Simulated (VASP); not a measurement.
# GaN with r2SCAN: from relaxation to properties, part 2 of 2

How well does r2SCAN reproduce what experiment finds for GaN? The cell is relaxed first, and properties follow on it. The start is a cell from a database of measured crystal structures.

VASP 6.6.1, plane waves and PAW; the level of theory is named at each step.

So far, least gap on mesh and path (eV): step 5 (bands along the symmetry lines (r2SCAN)) 2.30. The relaxed cell has a = 3.189, c = 5.194 Å (conventional setting).

The database entry behind the starting cell differs from later determinations by our own check (about 0.3 % short, ideal inner coordinate), so it need not match the best structure at ambient conditions.

## 8. Optical spectrum (r2SCAN)

LOPTICS sums transitions from filled to empty bands. NBANDS is raised for it.

Contents of INCAR:

```
SYSTEM = GaN
PREC = Accurate
ENCUT = 520
EDIFF = 1E-06
NELM = 100
ISMEAR = 0
SIGMA = 0.05
LREAL = .FALSE.
ALGO = Normal
METAGGA = R2SCAN
LASPH = .TRUE.
NBANDS = 50
LORBIT = 11
LWAVE = .FALSE.
LCHARG = .FALSE.
KPAR = 4
LOPTICS = .TRUE.
NEDOS = 1500
CSHIFT = 0.1
```

Contents of POSCAR:

```
GaN
1.0
    3.1888555310      0.0000000000      0.0000000000
   -1.5944277655      2.7616298988      0.0000000000
    0.0000000000      0.0000000000      5.1940668973
Ga N
2 2
Direct
    0.3333333333      0.6666666667      0.9991932276
    0.6666666667      0.3333333333      0.4991932276
    0.3333333333      0.6666666667      0.3758067724
    0.6666666667      0.3333333333      0.8758067724
```

Contents of KPOINTS:

```
Automatic mesh
0
Gamma
10 10 6
0 0 0
```

The projector-augmented-wave data sets are Ga_d and N (PBE family, release 64).

Started as:

```
$ mpirun -np 4 vasp_std
```

It took 64 s on 4 MPI ranks of Intel Xeon 6975P-C (Granite Rapids), shared host; peak memory 1.2 GiB; 4.1 min of CPU time.

These are independent-particle spectra without excitons or local fields, and fine structure depends on the mesh and on CSHIFT.

This step gave:

- SCF cycles: 15
- bands: 50
- irreducible k-points: 56
- Fermi energy: 5.281 eV
- pressure: -0.004282 GPa

The imaginary dielectric function has structure finer than the step of the table below, so its rows give means over 1 eV, whole bins alone (the curve runs from 0 to 25.0 eV). Peaks (eV: height): xx 3.7: 2.07, 4.8: 2.71, 5.9: 5.15, 7.0: 9.15, 8.1: 7.52, 9.6: 7.42, 12.0: 6.94; zz 6.5: 9.16, 7.1: 8.88, 7.4: 9.00, 8.3: 7.17, 8.7: 6.79, 10.3: 5.97, 11.4: 9.31.

Imaginary dielectric function against photon energy; means over each step:

```csv
photon energy (eV),xx,zz
1,0.0258,0.0274
2,0.323,0.340
3,0.829,1.01
4,1.25,1.30
5,1.74,1.96
6,4.16,5.30
7,6.21,7.02
8,6.60,6.42
9,5.93,4.27
10,5.88,5.02
11,4.72,5.73
12,6.05,6.62
13,3.72,3.32
14,2.01,1.72
15,1.69,1.68
16,1.06,1.25
17,0.807,0.893
18,0.833,0.647
19,0.648,0.581
20,0.591,0.588
21,0.470,0.545
22,0.499,0.497
23,0.406,0.421
24,0.465,0.479
```

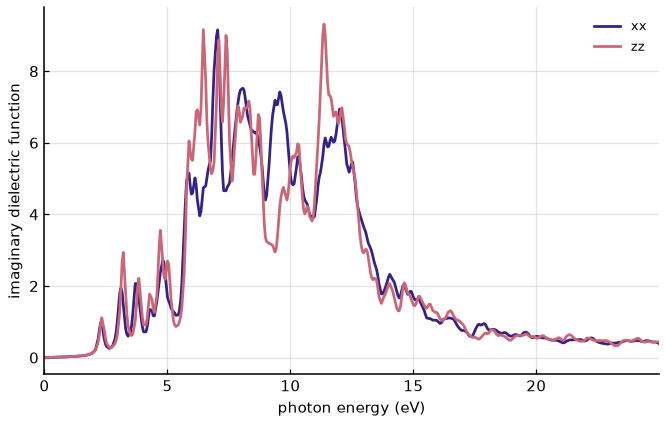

Imaginary dielectric function against photon energy.

The real dielectric function by photon energy:

```csv
photon energy (eV),xx,zz
0,5.29,5.43
1,5.40,5.55
2,5.96,6.13
3,6.75,7.24
4,5.63,5.86
5,5.88,6.25
6,7.02,8.29
7,5.57,6.91
8,3.97,2.70
9,2.66,0.243
10,-0.0608,2.89
11,1.56,3.67
12,-0.461,-1.02
13,-2.56,-2.87
14,-1.35,-1.41
15,-1.42,-1.16
16,-0.912,-1.02
17,-0.659,-0.900
18,-0.423,-0.261
19,-0.171,-0.0592
20,-0.0632,-0.00162
21,0.0560,0.112
22,0.216,0.252
23,0.294,0.198
24,0.350,0.392
```

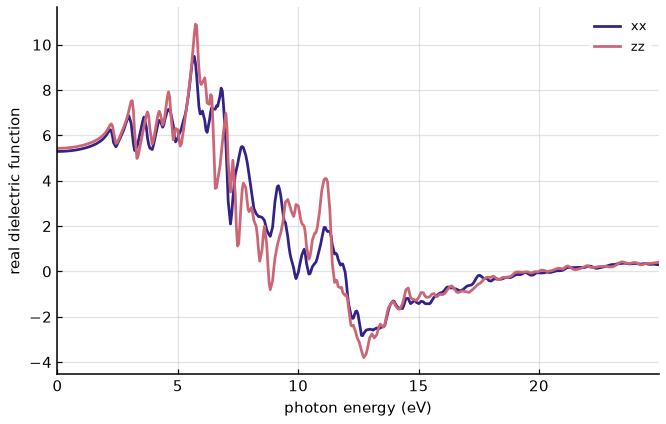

Real dielectric function against photon energy.

The mean of ε2 over directions passes 5 % of its top at 2.19 eV, against a least direct gap of 2.30 eV on this mesh; what lies under the gap is the tail of the broadening by CSHIFT.

## 9. Band structure (r2SCAN + SOC)

This step: r2SCAN, spin-orbit coupling; plane waves and PAW (Ga_d, N) (VASP 6.6.1).

The mesh alone shows little of the dispersion and can miss band extrema, so KPOINTS_OPT adds a path through the symmetry points after the self-consistent cycle. Spin-orbit coupling needs spinors and the noncollinear program, where each band holds one electron.

Edit INCAR of step 8 so:

```diff
@@ -11,3 +11,7 @@
 LASPH = .TRUE.
-NBANDS = 50
+LNONCOLLINEAR = .TRUE.
+MAGMOM = 0 0 0 0 0 0 0 0 0 0 0 0
+NBANDS = 48
+GGA_COMPAT = .FALSE.
+LSORBIT = .TRUE.
 LORBIT = 11
@@ -16,4 +20 @@
 KPAR = 4
-LOPTICS = .TRUE.
-NEDOS = 1500
-CSHIFT = 0.1
```

POSCAR is that of step 8.

Contents of KPOINTS:

```
Automatic mesh
0
Gamma
6 6 3
0 0 0
```

Contents of KPOINTS_OPT:

```
Line mode
16
Line-mode
Reciprocal
  0.00000000   0.00000000   0.00000000 GAMMA
  0.50000000   0.00000000   0.00000000 M

  0.50000000   0.00000000   0.00000000 M
  0.33333333   0.33333333   0.00000000 K

  0.33333333   0.33333333   0.00000000 K
  0.00000000   0.00000000   0.00000000 GAMMA

  0.00000000   0.00000000   0.00000000 GAMMA
  0.00000000   0.00000000   0.50000000 A

  0.00000000   0.00000000   0.50000000 A
  0.50000000   0.00000000   0.50000000 L

  0.50000000   0.00000000   0.50000000 L
  0.33333333   0.33333333   0.50000000 H

  0.33333333   0.33333333   0.50000000 H
  0.00000000   0.00000000   0.50000000 A

  0.50000000   0.00000000   0.50000000 L
  0.50000000   0.00000000   0.00000000 M

  0.33333333   0.33333333   0.00000000 K
  0.33333333   0.33333333   0.50000000 H
```

Started as:

```
$ mpirun -np 4 vasp_ncl
```

It took 5.9 min on 4 MPI ranks; peak memory 1.4 GiB.

This step gave:

* bands: 48
* irreducible k-points: 21
* free energy (TOTEN): -43.83 eV
* Fermi energy: 5.285 eV
* pressure: -0.08721 GPa
* least gap on mesh and path: 2.299 eV
* least direct gap on mesh and path: 2.299 eV

On-site spin-orbit energy by atom:

```csv
atom,on-site spin-orbit energy (eV)
Ga1,-0.0102
Ga2,-0.0102
N3,-0.0001
N4,-0.0001
```

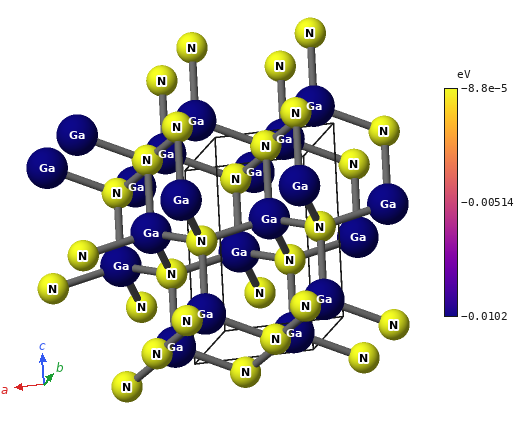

Atoms coloured by on-site spin-orbit energy. 2×2×1 cells are drawn. Some periodic images of atoms are drawn too.

Electronic bands along the path, in eV, zero at the valence-band top; v1 is the highest filled band, c1 the lowest empty one:

```csv
point,v4,v3,v2,v1,c1,c2,c3,c4
Γ,0.00,0.00,0.00,0.00,2.30,2.30,4.77,4.77
M,-2.23,-2.23,-1.03,-1.03,5.56,5.56,6.08,6.08
K,-3.03,-3.01,-2.78,-2.78,5.59,5.59,8.46,8.46
Γ,0.00,0.00,0.00,0.00,2.30,2.30,4.77,4.77
A,-0.54,-0.54,-0.54,-0.54,4.72,4.72,4.72,4.72
L,-1.94,-1.94,-1.94,-1.94,4.87,4.87,4.87,4.87
H,-1.52,-1.52,-1.52,-1.52,6.96,6.96,6.99,6.99
A,-0.54,-0.54,-0.54,-0.54,4.72,4.72,4.72,4.72
jump to L,-1.94,-1.94,-1.94,-1.94,4.87,4.87,4.87,4.87
M,-2.23,-2.23,-1.03,-1.03,5.56,5.56,6.08,6.08
jump to K,-3.03,-3.01,-2.78,-2.78,5.59,5.59,8.46,8.46
H,-1.52,-1.52,-1.52,-1.52,6.96,6.96,6.99,6.99
```

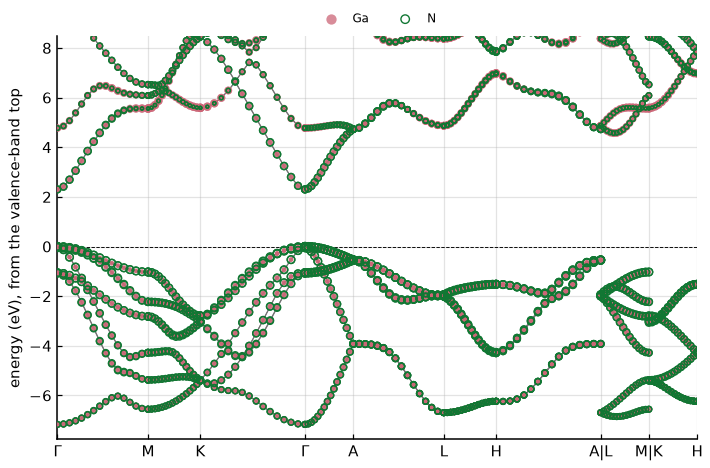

Electronic bands along the path; dots are coloured as in the legend, and their area grows with the weight.

The gap moves by -0.00 eV against r2SCAN, which ran on another mesh.

## 10. Starting orbitals for the hybrid

This step: r2SCAN; plane waves and PAW (Ga_d, N) (VASP 6.6.1).

A hybrid converges badly from random orbitals, so a cheap semilocal run writes a WAVECAR on the same mesh first.

Contents of INCAR:

```
SYSTEM = GaN
PREC = Accurate
ENCUT = 520
EDIFF = 1E-05
NELM = 100
ISMEAR = 0
SIGMA = 0.05
LREAL = .FALSE.
ALGO = Normal
METAGGA = R2SCAN
LASPH = .TRUE.
NBANDS = 24
LORBIT = 11
LWAVE = .TRUE.
LCHARG = .FALSE.
KPAR = 4
```

POSCAR is that of step 9.

Contents of KPOINTS:

```
Automatic mesh
0
Gamma
5 5 3
0 0 0
```

Started as:

```
$ mpirun -np 4 vasp_std
```

The job ended after 12 s (4 MPI ranks; peak memory 0.63 GiB; 46 s of CPU time).

This step gave:

```
SCF cycles                     : 12
bands                          : 24
irreducible k-points           : 10
free energy (TOTEN)            : -43.81 eV
Fermi energy                   : 5.281 eV
pressure                       : 0.2983 GPa
gap on the k-mesh              : 2.299 eV
least direct gap on the k-mesh : 2.299 eV
```

The run ends at a pressure of 0.30 GPa, with forces up to 0.0024 eV/Å.

## 11. Bands along the symmetry lines (HSE06)

This step: HSE06; plane waves and PAW (Ga_d, N) (VASP 6.6.1).

HSE06 mixes in a quarter of exact exchange at short range, at far higher cost; in semiconductors this cures much of the gap error, while metals seldom gain.

Contents of INCAR:

```
SYSTEM = GaN
PREC = Accurate
ENCUT = 520
EDIFF = 1E-06
NELM = 100
ISMEAR = 0
SIGMA = 0.05
LREAL = .FALSE.
ALGO = Normal
LHFCALC = .TRUE.
AEXX = 0.25
GGA = PE
HFSCREEN = 0.2
LASPH = .TRUE.
NBANDS = 24
PRECFOCK = Fast
LORBIT = 11
LWAVE = .FALSE.
LCHARG = .FALSE.
KPAR = 4
```

POSCAR is that of step 10.

KPOINTS is that of step 10.

Edit KPOINTS_OPT of step 9 so:

```diff
@@ -1,3 +1,3 @@
 Line mode
-16
+6
 Line-mode
```

The WAVECAR or CHGCAR of an earlier step is read.

Started as:

```
$ mpirun -np 4 vasp_std
```

The job ended after 16 min (4 MPI ranks; peak memory 1.2 GiB).

This step gave:

```yaml
scf_cycles: 6
free_energy_toten: -29.57 eV
fermi_energy: 4.773 eV
least_gap_on_mesh_and_path: 3.198 eV
least_direct_gap_on_mesh_and_path: 3.198 eV
```

The electronic bands at the labelled points (eV, zero at the valence-band top; v1 is the highest filled band, c1 the lowest empty one):

```csv
point,v4,v3,v2,v1,c1,c2,c3,c4
Γ,-1.12,-0.03,0.00,0.00,3.20,5.70,10.98,11.48
M,-4.50,-2.95,-2.34,-1.07,6.37,6.99,7.44,10.47
K,-5.66,-3.19,-3.19,-2.94,6.34,9.62,9.62,9.97
Γ,-1.12,-0.03,0.00,0.00,3.20,5.70,10.98,11.48
A,-0.57,-0.57,-0.57,-0.57,5.68,5.68,10.09,10.09
L,-2.09,-2.09,-2.03,-2.03,5.69,5.69,9.34,9.34
H,-4.50,-4.50,-1.58,-1.58,7.89,7.89,8.73,8.73
A,-0.57,-0.57,-0.57,-0.57,5.68,5.68,10.09,10.09
jump to L,-2.09,-2.09,-2.03,-2.03,5.69,5.69,9.34,9.34
M,-4.50,-2.95,-2.34,-1.07,6.37,6.99,7.44,10.47
jump to K,-5.66,-3.19,-3.19,-2.94,6.34,9.62,9.62,9.97
H,-4.50,-4.50,-1.58,-1.58,7.89,7.89,8.73,8.73
```

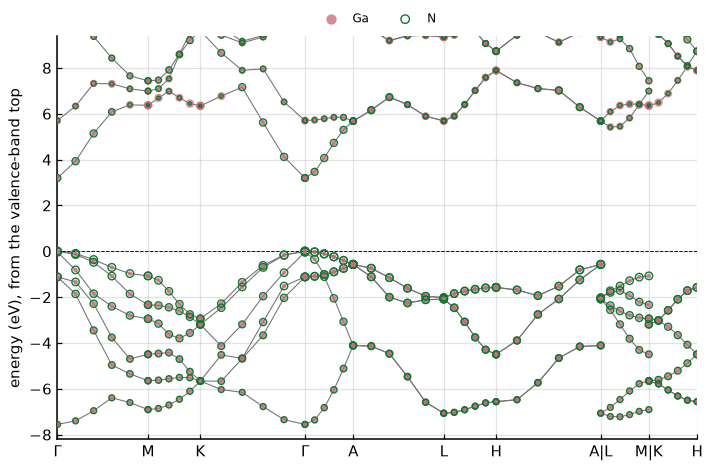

Electronic bands along the path; dots are coloured as in the legend, and their area grows with the weight.

The gap moves by +0.90 eV against r2SCAN, which ran on another mesh.

On this path the gap is direct, 3.20 eV, with the valence top at Γ and the conduction bottom at Γ.

## 12. Bands along the symmetry lines (TB-mBJ)

This step: TB-mBJ; plane waves and PAW (Ga_d, N) (VASP 6.6.1).

Levels along the symmetry lines show where the bands peak and cross; KPOINTS_OPT computes them in the converged potential. TB-mBJ is a local potential fitted to gaps: it costs far less than a hybrid but gives no energy.

Contents of INCAR:

```
SYSTEM = GaN
PREC = Accurate
ENCUT = 520
EDIFF = 1E-06
NELM = 150
ISMEAR = 0
SIGMA = 0.05
LREAL = .FALSE.
ALGO = Normal
METAGGA = MBJ
LASPH = .TRUE.
NBANDS = 32
LORBIT = 11
LWAVE = .FALSE.
LCHARG = .FALSE.
KPAR = 4
```

POSCAR is that of step 11.

Contents of KPOINTS:

```
Automatic mesh
0
Gamma
7 7 4
0 0 0
```

Edit KPOINTS_OPT of step 11 so:

```diff
@@ -1,3 +1,3 @@
 Line mode
-6
+16
 Line-mode
```

Started as:

```
$ mpirun -np 4 vasp_std
```

Run time: 2.2 min. Hardware: 4 MPI ranks; peak memory 0.8 GiB.

EDIFF was not reached within NELM cycles, so the run counts as unconverged.

## 13. Results

| Quantity | Value |
| --- | --- |
| relaxed volume | 11.44 Å³/atom |
| relaxed conventional cell a, b, c | 3.189, 3.189, 5.194 Å; angles 90.0, 90.0, 120.0° |
| space group after relaxing, within 0.02 Å | P6_3mc (No. 186) |
| band gap | 2.30 eV, direct |
| gap among the points of the DOS mesh alone, an upper bound | 2.30 eV |
| highest zone-centre mode | 695 cm⁻¹ |
| strongest peak of ε2, mean over directions | 7.04 eV |
| ε1 at zero frequency, no local fields, mean | 5.34 |
| band gap (r2SCAN + SOC) | 2.30 eV, direct |
| band gap (HSE06) | 3.20 eV, direct |

With r2SCAN, GaN relaxes to 11.44 Å³/atom in space group P6_3mc (held by the symmetry of the run) and has a direct gap of 2.30 eV (3.20 eV with HSE06). Against the listed cell the volume lies +1.1 % (a +0.3 %, c +0.5 %). Not obtained: bands along the symmetry lines (TB-mBJ), because the run did not converge. Bands along the symmetry lines (r2SCAN): On this path the gap is direct, 2.30 eV, with the valence top at Γ and the conduction bottom at Γ. Zone-centre phonons (r2SCAN): The highest mode in this list at Γ, 695.4 cm⁻¹, is mostly motion of N (100 % of the kinetic energy). Band structure (r2SCAN + SOC): The path shows a direct gap of 2.30 eV (valence top at Γ, conduction bottom at Γ). Bands along the symmetry lines (HSE06): On this path the gap is direct, 3.20 eV, with the valence top at Γ and the conduction bottom at Γ. The other levels ran on the cell relaxed with r2SCAN, and without spin-orbit coupling unless named. Semilocal functionals usually underestimate gaps. Modes at Γ alone can't show that the crystal is stable at other wave vectors, and the LO-TO splitting is not included. No search among competing phases was made, and a listed structure need not be the one stable at ambient conditions. All values are for a static lattice at zero temperature.

Comparison with the measured values:

```
                   quantity  measured           r2SCAN  r2SCAN, spin-orbit coupling            HSE06
     lattice constant a (Å)     3.189   3.189 (-0.0 %)                            -                -
     lattice constant c (Å)     5.186   5.194 (+0.2 %)                            -                -
 band gap (direct gap) (eV)     3.503  2.30 (-1.20 eV)              2.30 (-1.20 eV)  3.20 (-0.31 eV)
Raman mode, E2(high) (cm⁻¹)       570     564 (-1.0 %)                            -                -
```

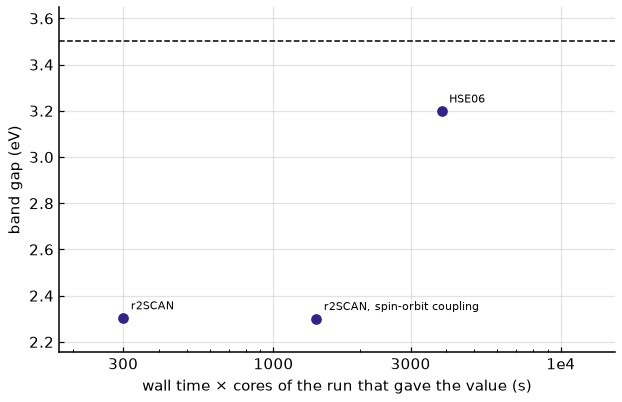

The band gap by level, against the cost of each run; the dashed line is the measured value.

Measured values from arxiv:1710.05670 (2017), pmc:6823545 (2019) and arxiv:1601.01883 (2016).

**Verdict.** The lattice constant a matches within 0.05 %: good agreement. The lattice constant c is off by +0.2 %: good agreement. For the band gap, of the levels listed nearest comes HSE06 (-0.31 eV, fair agreement) and farthest r2SCAN, spin-orbit coupling (-1.20 eV, a clear miss). Zero-point and thermal motion shift the measured gap. The Raman mode is off by -1.0 %: good agreement. The grades are ours: good and fair within 0.7 and 1.5 % for the lattice constant a, 0.8 and 2 % for the lattice constant c and 3 and 7 % for the Raman mode. Zero-point motion and thermal expansion (measured at up to 300 K) are not in the computed lattice constants and Raman mode.

[Lines on the potential files, build, host, timing and source positions are cut from VASP's logs without a mark.]

[Logs are printed without paths, hosts, clocks, repeated set-up lines and the standing remarks that a program may print on its own settings, such as how far it seeks lower states.]

[Hosts, paths, dates, database ids (printed as entryN), source tags and the programs' standing remarks are cut or masked in the printed files.]

[A measured line is paired with the nearest computed mode of its activity, which favours agreement.]
